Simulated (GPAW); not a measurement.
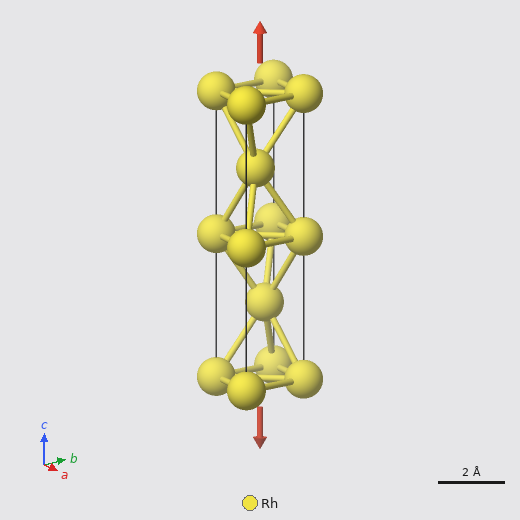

Rh, double hexagonal close-packed (α-La type), space group P6₃/mmc (No. 194). The run's cell of 4 atoms is drawn unstrained, with atoms on its boundary repeated; the arrows mark the Cartesian direction z (along c), along which it is stretched or compressed while the other dimensions are held. The atoms keep their fractional positions. The cell is a structure listed in the Materials Project. This isn't the form of Rh at room conditions, which is fcc.

Alike in all runs: GPAW 26.7.0; functional PBEsol; potentials PAW data sets generated in the run's folder for this functional; cutoff 600 eV; k mesh 8 × 8 × 3 on the run's cell of 4 atoms; occupations fermi-dirac, width 0.05 eV; no spin polarisation; no spin-orbit coupling. Stress is positive in compression, averaged over the directions named.

| strain (%) | ΔE (meV/atom) | stress along z (GPa) | stress across, x/y (GPa) |
| --- | --- | --- | --- |
| −4 | 21.8 | 18.41 | 5.81 |
| −2 | 1.1 | 6.14 | 1.38 |
| −1 | -1.7 | 0.69 | -0.53 |
| 0 | 0.0 | -4.26 | -2.29 |
| +1 | ? | ? | ? |
| +2 | 15.1 | -12.76 | -5.48 |
| +4 | 43.3 | -19.74 | -8.20 |

### Fit the stress along the strain with a parabola, read off its slope at zero strain, and fill in the missing row.

The slope at zero strain is -476 GPa per unit strain, so the clamped-ion stiffness of this cell along z (C33 in these Cartesian axes) is about 480 GPa. The fit puts the stress at +1 % at -8.78 GPa. The run gave -8.73 GPa along, -3.95 GPa across and ΔE = 5.8 meV/atom.

### At which strain does the stress along the strained direction vanish?

Near −0.9 %: the cell as given is stretched along it at this level of theory (-4.3 GPa), so the energy is least there and not at zero.

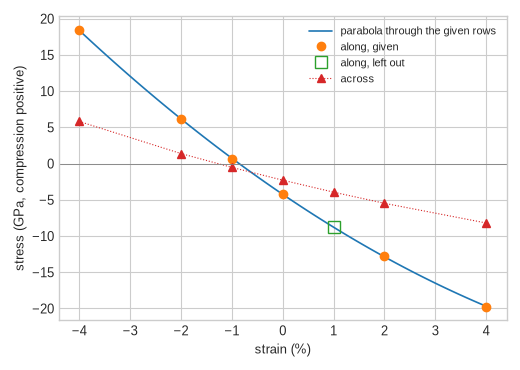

Stress against strain.

Caveat: the density grid can change from cell to cell, which puts small steps into energies and stress; the slope belongs to a cell under 4 GPa of tension, not to the crystal at rest.
